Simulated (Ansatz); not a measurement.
**Ge64: single-point calculation**

The run: single-point calculation of Ge64 (Fd-3m, 64 atoms in the cell). Method and program: DFT, r2SCAN, PAW, plane waves (Ansatz 0.2.0).

The structure was built on a prototype by a generator.

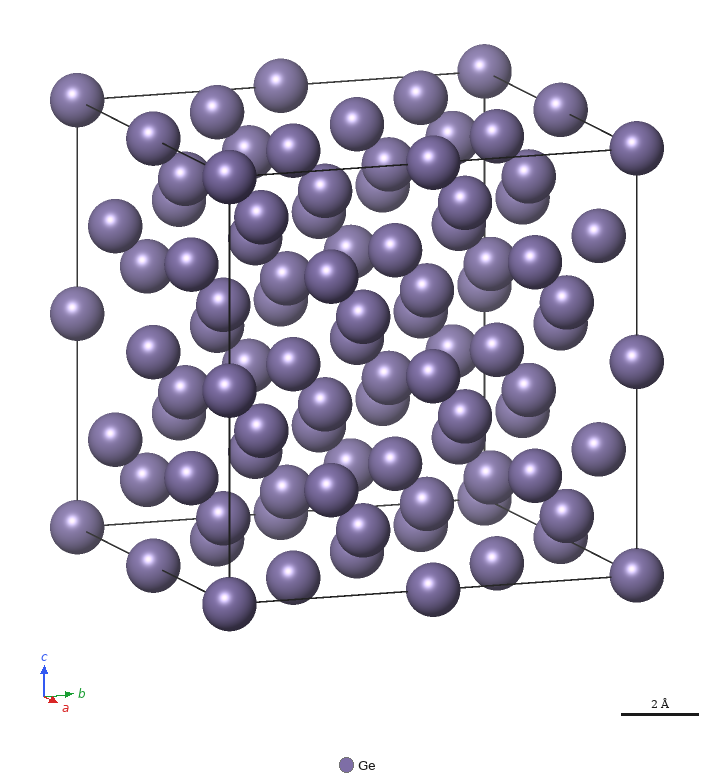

Figure 1. The structure as given in the input (spheres-only view of the cell of the calculation, seen slightly off an axis).

Results in brief

```csv
quantity,value
outcome,converged
space group (tolerance 0.01 Å),Fd-3m (227)
electrons treated,896
free energy,−275377.3624 eV
Fermi energy,8.478 eV
largest force (length of the vector),under 0.001 eV/Å
hardware,"8 CPU threads, shared host"
wall time,5.9 s (CPU time 17 s)
peak memory,4.2 GiB
```

Notes

The k-point mesh is coarse for a cell of this size, so the results may not be converged.

Input file
```yaml
crystal:
  lattice:
    - [11.351184, 0.000000, 0.000000]
    - [0.000000, 11.351184, 0.000000]
    - [0.000000, 0.000000, 11.351184]
  atoms:
    - { symbol: Ge, position: [0.000000, 0.000000, 0.000000] }
    - { symbol: Ge, position: [0.000000, 0.000000, 0.500000] }
    - { symbol: Ge, position: [0.000000, 0.500000, 0.000000] }
    - { symbol: Ge, position: [0.000000, 0.500000, 0.500000] }
    - { symbol: Ge, position: [0.500000, 0.000000, 0.000000] }
    - { symbol: Ge, position: [0.500000, 0.000000, 0.500000] }
    - { symbol: Ge, position: [0.500000, 0.500000, 0.000000] }
    - { symbol: Ge, position: [0.500000, 0.500000, 0.500000] }
    - { symbol: Ge, position: [0.125000, 0.125000, 0.125000] }
    - { symbol: Ge, position: [0.125000, 0.125000, 0.625000] }
    - { symbol: Ge, position: [0.125000, 0.625000, 0.125000] }
    - { symbol: Ge, position: [0.125000, 0.625000, 0.625000] }
    - { symbol: Ge, position: [0.625000, 0.125000, 0.125000] }
    - { symbol: Ge, position: [0.625000, 0.125000, 0.625000] }
    - { symbol: Ge, position: [0.625000, 0.625000, 0.125000] }
    - { symbol: Ge, position: [0.625000, 0.625000, 0.625000] }
    - { symbol: Ge, position: [0.250000, 0.250000, 0.000000] }
    - { symbol: Ge, position: [0.250000, 0.250000, 0.500000] }
    - { symbol: Ge, position: [0.250000, 0.750000, 0.000000] }
    - { symbol: Ge, position: [0.250000, 0.750000, 0.500000] }
    - { symbol: Ge, position: [0.750000, 0.250000, 0.000000] }
    - { symbol: Ge, position: [0.750000, 0.250000, 0.500000] }
    - { symbol: Ge, position: [0.750000, 0.750000, 0.000000] }
    - { symbol: Ge, position: [0.750000, 0.750000, 0.500000] }
    - { symbol: Ge, position: [0.375000, 0.375000, 0.125000] }
    - { symbol: Ge, position: [0.375000, 0.375000, 0.625000] }
    - { symbol: Ge, position: [0.375000, 0.875000, 0.125000] }
    - { symbol: Ge, position: [0.375000, 0.875000, 0.625000] }
    - { symbol: Ge, position: [0.875000, 0.375000, 0.125000] }
    - { symbol: Ge, position: [0.875000, 0.375000, 0.625000] }
    - { symbol: Ge, position: [0.875000, 0.875000, 0.125000] }
    - { symbol: Ge, position: [0.875000, 0.875000, 0.625000] }
    - { symbol: Ge, position: [0.250000, 0.000000, 0.250000] }
    - { symbol: Ge, position: [0.250000, 0.000000, 0.750000] }
    - { symbol: Ge, position: [0.250000, 0.500000, 0.250000] }
    - { symbol: Ge, position: [0.250000, 0.500000, 0.750000] }
    - { symbol: Ge, position: [0.750000, 0.000000, 0.250000] }
    - { symbol: Ge, position: [0.750000, 0.000000, 0.750000] }
    - { symbol: Ge, position: [0.750000, 0.500000, 0.250000] }
    - { symbol: Ge, position: [0.750000, 0.500000, 0.750000] }
    - { symbol: Ge, position: [0.375000, 0.125000, 0.375000] }
    - { symbol: Ge, position: [0.375000, 0.125000, 0.875000] }
    - { symbol: Ge, position: [0.375000, 0.625000, 0.375000] }
    - { symbol: Ge, position: [0.375000, 0.625000, 0.875000] }
    - { symbol: Ge, position: [0.875000, 0.125000, 0.375000] }
    - { symbol: Ge, position: [0.875000, 0.125000, 0.875000] }
    - { symbol: Ge, position: [0.875000, 0.625000, 0.375000] }
    - { symbol: Ge, position: [0.875000, 0.625000, 0.875000] }
    - { symbol: Ge, position: [0.000000, 0.250000, 0.250000] }
    - { symbol: Ge, position: [0.000000, 0.250000, 0.750000] }
    - { symbol: Ge, position: [0.000000, 0.750000, 0.250000] }
    - { symbol: Ge, position: [0.000000, 0.750000, 0.750000] }
    - { symbol: Ge, position: [0.500000, 0.250000, 0.250000] }
    - { symbol: Ge, position: [0.500000, 0.250000, 0.750000] }
    - { symbol: Ge, position: [0.500000, 0.750000, 0.250000] }
    - { symbol: Ge, position: [0.500000, 0.750000, 0.750000] }
    - { symbol: Ge, position: [0.125000, 0.375000, 0.375000] }
    - { symbol: Ge, position: [0.125000, 0.375000, 0.875000] }
    - { symbol: Ge, position: [0.125000, 0.875000, 0.375000] }
    - { symbol: Ge, position: [0.125000, 0.875000, 0.875000] }
    - { symbol: Ge, position: [0.625000, 0.375000, 0.375000] }
    - { symbol: Ge, position: [0.625000, 0.375000, 0.875000] }
    - { symbol: Ge, position: [0.625000, 0.875000, 0.375000] }
    - { symbol: Ge, position: [0.625000, 0.875000, 0.875000] }
kpoints:
  mp_grid: { grid: [1, 1, 1] }
hamiltonian:
  xc: r2scan
scf:
  occupations: { method: fermi_dirac, width: 0.01 }
output:
  forces: true
  eigenvalues: true
  populations: true
  eigenstates: { kpoints: [[0, 0, 0]], e_range: [-6.0, 6.0], localisation: true }
```

Output
```
Pseudopotentials: kind: paw
Functional definition: r2SCAN
  parameter k0 = 0.174
  parameter k1 = 0.065
  parameter a1 = 4.9479
  exchange = r2scan_x(k0 = k0, k1 = k1, a1 = a1)
  correlation = r2scan_c
Crystal: 64 atoms, lattice volume = 1462.593 Å³
Basis set: ecut = 500 eV, 37193 PW (Γ), exchange–correlation on 360×360×360 points (64 copies of the dense FFT grid, shifted against one another)
Bands: 538, of which v1, the nominal top of the filled ones, is band 448 counted from 1 (447 counted from 0)
Symmetry: 1536 space group operations
Space group: Fd-3m (ITA 227), of the structure as read, at distance tolerance 1.1e-4 Å
k-points: 1
Non-local potential: Ge, projectors of the file, l = 0: 2, l = 1: 2, l = 2: 3, l = 3: 1
PAW form: soft (Blöchl's): semilocal exchange-correlation on the pseudo side does not see the compensation charge
PAW frozen core: Ge, regenerated for the run's functional (the file was generated under x = pbe(κ = 0.804, μ = 0.2195149727645171), c = pbe(β = 0.06672455060314922))
PAW one-centre angular grid: Ge, 590 points (default); XC on 160 Gauss nodes
Initial density: superposition of atomic densities (neutral atoms: chi_scale 0, normalization atom), corrected by the library's trained network
Initial wavefunctions: pseudopotential atomic-orbital guess
Functional: x = r2scan, c = r2scan; τ floored in thin density (d = 2e-4 eV/Å³)
SCF iter   1: F=—  HF=-275376.947348 eV  |F-HF|=—  |Δ(HF+E_count)|=         —  Δρ=8.39e-3  dr2=3.85e-1  dr2_τ=1.68e-1  ethr=1.77e-3  ⟨swp⟩=6.0  Hψ=1646  notcnv=0  defer=67
preconditioner: auto → Resta (q_TF=auto, 2.514 Å⁻¹)  ε∞=2.5  [insulator: Δε(μ)=0.301 eV  Ē_g=23.419 eV  σ=0.010 eV  W_gap=1.00  n_scr=388 (ndim 8)  ℏωp=29.1 eV  f_vac=0.080  D(μ)=0.00/eV (n_scr^D=0)  ε∞_Penn≈2.5]
SCF iter   2: F=—  HF=-275377.351012 eV  |F-HF|=—  |Δ(HF+E_count)|=   4.04e-1  Δρ=2.94e-3  dr2=5.77e-2  dr2_τ=8.51e-4  ethr=4.29e-5  ⟨swp⟩=3.0  Hψ=1095  notcnv=0  defer=73
SCF iter   3: F=—  HF=-275377.360667 eV  |F-HF|=—  |Δ(HF+E_count)|=   9.65e-3  Δρ=1.84e-3  dr2=2.35e-2  dr2_τ=2.25e-4  ethr=6.44e-6  ⟨swp⟩=3.0  Hψ=802  notcnv=0  defer=73
SCF iter   4: F=—  HF=-275377.363805 eV  |F-HF|=—  |Δ(HF+E_count)|=   3.14e-3  Δρ=9.97e-5  dr2=1.60e-4  dr2_τ=1.93e-6  ethr=2.63e-6  ⟨swp⟩=2.0  Hψ=553  notcnv=0  defer=73
SCF iter   5: F=—  HF=-275377.360372 eV  |F-HF|=—  |Δ(HF+E_count)|=   3.43e-3  Δρ=2.94e-5  dr2=1.04e-5  dr2_τ=2.45e-7  ethr=1.78e-8  ⟨swp⟩=2.0  Hψ=913  notcnv=0  defer=73
SCF iter   6: F=—  HF=-275377.362417 eV  |F-HF|=—  |Δ(HF+E_count)|=   2.04e-3  Δρ=4.27e-6  dr2=2.39e-7  dr2_τ=2.74e-9  ethr=1.16e-9  ⟨swp⟩=2.0  Hψ=913  notcnv=0  defer=73
SCF iter   7: F=-275377.362417 eV  HF=-275377.362417 eV  |F-HF|=8.15e-10  |Δ(HF+E_count)|=   2.51e-8  Δρ=4.31e-7  dr2=1.67e-9  dr2_τ=4.52e-11  ethr=1.12e-11  ⟨swp⟩=9.0  Hψ=2039  notcnv=0
SCF 1 converged in 7 iterations: F = -275377.362417 eV  dr2 = 1.67e-9
  greatest PAW one-centre occupation: 0.998 electrons in one spin orbital (limit 2), on the Ge atom at site 55 (counted from 0), in its partial waves of l = 2
```

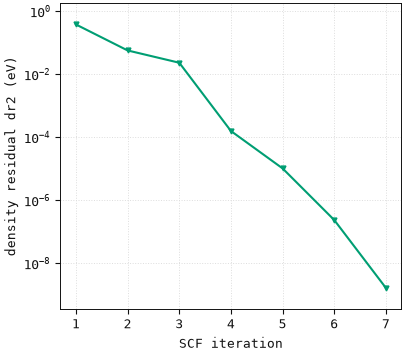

Figure 2. Convergence of the self-consistent field: density residual dr2 against the SCF iteration. The residual falls at every step.

```
NSCF: frozen V_eff on 1 k-points
SCF converged after 7 iterations
Free energy (F): -275377.362417 eV
Harris-Foulkes:  -275377.362417 eV  (|F-HF|=8.15e-10)
Internal energy: -275377.362417 eV  (E = F + TS)
E sigma→0 (E₀):  -275377.362417 eV
Entropy (-TS):   -0.000000 eV (-0.000 meV/atom)
Fermi energy:    8.477851 eV
--- Per-component energies (eV) ---
  E_band       = -10213.402056
  E_kinetic    = 7119.628475
  E_local      = -158721.876985  (includes V_loc(G=0)·N_el)
  E_nonlocal   = 26911.683971
  E_hartree    = 69744.368306
  E_xc         = -4419.180802
  E_vxc        = -4340.009274  (∫ρ·V_xc dr)
  E_paw        = -130223.442384  (= ΣΔE_a)
  E_vpaw       = -20913.893727  (= ΣTr[D̂ρ^β])
  E_aug_tail   = 0.001173  (compensation charges beyond the density's cutoff)
  E_vtau       = 242.320611  (kinetic-family band-sum trace: ∫τ·v_τ [+ j·A + Jᵃ·Aᵃ] dr)
  E_ewald      = -85719.055163
  E_core_change = -69.489008  (= ΣΔE_core)
  E_smearing   = -0.000000  (= −TS)
  E_closure    = 0.000000  (closes the sum)
  Σ components = -275377.362417   (vs F -275377.362417, Δ=0.00e0)
--- Forces (eV/Å), atoms counted from 1 ---
  atom   1  Ge     0.00000000    -0.00000000     0.00000000
  atom   2  Ge     0.00000000     0.00000000     0.00000000
  atom   3  Ge     0.00000000     0.00000000     0.00000000
  atom   4  Ge     0.00000000     0.00000000    -0.00000000
  atom   5  Ge     0.00000000    -0.00000000     0.00000000
  atom   6  Ge     0.00000000    -0.00000000     0.00000000
  atom   7  Ge     0.00000000     0.00000000    -0.00000000
  atom   8  Ge     0.00000000     0.00000000    -0.00000000
  atom   9  Ge     0.00000000    -0.00000000    -0.00000000
  atom  10  Ge     0.00000000    -0.00000000    -0.00000000
  atom  11  Ge     0.00000000    -0.00000000    -0.00000000
  atom  12  Ge     0.00000000    -0.00000000    -0.00000000
  atom  13  Ge     0.00000000    -0.00000000    -0.00000000
  atom  14  Ge     0.00000000    -0.00000000    -0.00000000
  atom  15  Ge     0.00000000    -0.00000000    -0.00000000
  atom  16  Ge     0.00000000    -0.00000000    -0.00000000
  atom  17  Ge     0.00000000     0.00000000     0.00000000
  atom  18  Ge     0.00000000     0.00000000     0.00000000
  atom  19  Ge     0.00000000     0.00000000     0.00000000
  atom  20  Ge     0.00000000     0.00000000     0.00000000
  atom  21  Ge     0.00000000     0.00000000     0.00000000
  atom  22  Ge     0.00000000     0.00000000     0.00000000
  atom  23  Ge     0.00000000     0.00000000     0.00000000
  atom  24  Ge     0.00000000     0.00000000    -0.00000000
  atom  25  Ge     0.00000000    -0.00000000     0.00000000
  atom  26  Ge    -0.00000000    -0.00000000     0.00000000
  atom  27  Ge     0.00000000    -0.00000000     0.00000000
  atom  28  Ge     0.00000000    -0.00000000     0.00000000
  atom  29  Ge     0.00000000    -0.00000000    -0.00000000
  atom  30  Ge     0.00000000    -0.00000000    -0.00000000
  atom  31  Ge     0.00000000    -0.00000000     0.00000000
  atom  32  Ge     0.00000000    -0.00000000    -0.00000000
  atom  33  Ge     0.00000000     0.00000000     0.00000000
  atom  34  Ge     0.00000000     0.00000000     0.00000000
  atom  35  Ge     0.00000000     0.00000000     0.00000000
  atom  36  Ge     0.00000000     0.00000000     0.00000000
  atom  37  Ge     0.00000000     0.00000000     0.00000000
  atom  38  Ge     0.00000000     0.00000000     0.00000000
  atom  39  Ge     0.00000000     0.00000000     0.00000000
  atom  40  Ge     0.00000000    -0.00000000    -0.00000000
  atom  41  Ge     0.00000000    -0.00000000    -0.00000000
  atom  42  Ge     0.00000000    -0.00000000     0.00000000
  atom  43  Ge     0.00000000    -0.00000000     0.00000000
  atom  44  Ge     0.00000000    -0.00000000     0.00000000
  atom  45  Ge    -0.00000000    -0.00000000    -0.00000000
  atom  46  Ge     0.00000000    -0.00000000    -0.00000000
  atom  47  Ge     0.00000000    -0.00000000    -0.00000000
  atom  48  Ge     0.00000000    -0.00000000    -0.00000000
  atom  49  Ge     0.00000000    -0.00000000     0.00000000
  atom  50  Ge     0.00000000    -0.00000000     0.00000000
  atom  51  Ge     0.00000000    -0.00000000     0.00000000
  atom  52  Ge     0.00000000     0.00000000     0.00000000
  atom  53  Ge     0.00000000    -0.00000000    -0.00000000
  atom  54  Ge     0.00000000    -0.00000000     0.00000000
  atom  55  Ge     0.00000000    -0.00000000    -0.00000000
  atom  56  Ge     0.00000000    -0.00000000     0.00000000
  atom  57  Ge     0.00000000    -0.00000000    -0.00000000
  atom  58  Ge     0.00000000    -0.00000000    -0.00000000
  atom  59  Ge     0.00000000    -0.00000000    -0.00000000
  atom  60  Ge     0.00000000    -0.00000000     0.00000000
  atom  61  Ge     0.00000000    -0.00000000    -0.00000000
  atom  62  Ge     0.00000000    -0.00000000    -0.00000000
  atom  63  Ge     0.00000000    -0.00000000    -0.00000000
  atom  64  Ge     0.00000000    -0.00000000    -0.00000000
  max |Σ_I F_I| component: 3.05e-23 eV/Å
--- Band table (eV) ---
  k-point 0: bands = ["-17.1489", "-17.1489", "-17.1489", "-17.1489", "-17.1489", "-17.1489", "-17.1489", "-17.1489", "-17.1489", "-17.1489", ... 328 levels left out ..., "-2.9682", "-2.7584", "-2.7584", "-2.7584", "-2.7584", "-0.8778", "-0.8778", "-0.8778", "-0.8778", "-0.8778", "-0.8778", "-0.7779", "-0.7779", "-0.7779", "-0.7779", "-0.7779", "-0.7779", "-0.7779", "-0.7779", "-0.7779", "-0.7779", "-0.7779", "-0.7779", "0.4742", "0.4742", "0.4742", "0.4742", "1.5894", "1.5894",
      "1.5894", "1.5894", "1.5894", "1.5894", "1.5894", "1.5894", "1.5894", "1.5894", "1.5894", "1.5894", "3.4954", "3.4954", "3.4954", "3.4954", "3.4954", "3.4954", "4.2769", "4.2769", "4.2769", "4.2769", "4.2769", "4.2769", "4.2769", "4.2769", "4.2769", "4.2769", "4.2769", "4.2769", "4.3291", "4.3291", "4.3291", "4.3291", "4.3291", "4.3291", "4.3291", "4.3291", "4.3291", "4.3291", "4.3291", "4.3291",
      "5.0978", "5.0978", "5.0978", "5.0978", "5.0978", "5.0978", "6.1778", "6.1778", "6.1778", "6.1778", "6.1778", "6.1778", "6.1778", "6.1778", "6.1778", "6.1778", "6.1778", "6.1778", "6.7226", "6.7226", "6.7226", "6.7226", "6.7226", "6.7226", "6.7226", "6.7226", "6.7226", "6.7226", "6.7226", "6.7226", "6.8225", "6.8225", "6.8225", "6.8225", "6.8225", "6.8225", "6.8225", "6.8225", "8.2914", "8.2914",
      "8.2914", "8.6534", "8.7205", "8.7205", "8.7205", "8.7205", "9.2691", "9.2691", "9.2691", "9.2691", "9.2691", "9.2691", "9.5108", "9.5108", "9.5108", "9.5108", "9.5108", "9.5108", "10.5070", "10.5070", "10.5070", "10.5070", "10.5070", "10.5070", "10.5070", "10.5070", "10.5070", "10.5070", "10.5070", "10.5070", "11.0040", "11.0040", "11.0040", "11.3295", "11.3295", "11.3295", "11.3295", "11.3295", "11.3295", "12.2776",
      "12.2776", "12.2776", "12.2776", "12.2776", "12.2776", "12.2776", "12.2776", "12.9464", "12.9464", "12.9464", "12.9464", "12.9464", "12.9464", "12.9464", "12.9464", "12.9464", "12.9464", "12.9464", "12.9464", "13.3297", "13.3297", "13.3297", "13.3297", "13.3297", "13.3297", "13.3297", "13.3297", "13.3297", "13.3297", "13.3297", "13.3297", "13.3530", "13.3530", "13.3530", "13.3530", "13.3530", "13.3530", "13.3530", "13.3530", "13.3530",
      "13.3530", "13.3530", "13.3530", "13.7657", "13.7657", "13.7657", "13.7657", "13.7657", "13.7657", "13.7657", "13.7657"]
--- Löwdin populations: 64 sites ---
  site symbol       q [e]
     0     Ge     13.9790
     1     Ge     13.9790
     2     Ge     13.9790
     3     Ge     13.9790
     4     Ge     13.9790
     5     Ge     13.9790
     6     Ge     13.9790
     7     Ge     13.9790
     8     Ge     13.9790
     9     Ge     13.9790
    10     Ge     13.9790
    11     Ge     13.9790
    12     Ge     13.9790
    13     Ge     13.9790
    14     Ge     13.9790
    15     Ge     13.9790
    16     Ge     13.9790
    17     Ge     13.9790
    18     Ge     13.9790
    19     Ge     13.9790
    20     Ge     13.9790
    21     Ge     13.9790
    22     Ge     13.9790
    23     Ge     13.9790
    24     Ge     13.9790
    25     Ge     13.9790
    26     Ge     13.9790
    27     Ge     13.9790
    28     Ge     13.9790
    29     Ge     13.9790
    30     Ge     13.9790
    31     Ge     13.9790
    32     Ge     13.9790
    33     Ge     13.9790
    34     Ge     13.9790
    35     Ge     13.9790
    36     Ge     13.9790
    37     Ge     13.9790
    38     Ge     13.9790
    39     Ge     13.9790
    40     Ge     13.9790
    41     Ge     13.9790
    42     Ge     13.9790
    43     Ge     13.9790
    44     Ge     13.9790
    45     Ge     13.9790
    46     Ge     13.9790
    47     Ge     13.9790
    48     Ge     13.9790
    49     Ge     13.9790
    50     Ge     13.9790
    51     Ge     13.9790
    52     Ge     13.9790
    53     Ge     13.9790
    54     Ge     13.9790
    55     Ge     13.9790
    56     Ge     13.9790
    57     Ge     13.9790
    58     Ge     13.9790
    59     Ge     13.9790
    60     Ge     13.9790
    61     Ge     13.9790
    62     Ge     13.9790
    63     Ge     13.9790
  spilling = 0.001502 (of n_electrons = 896.000000)
```
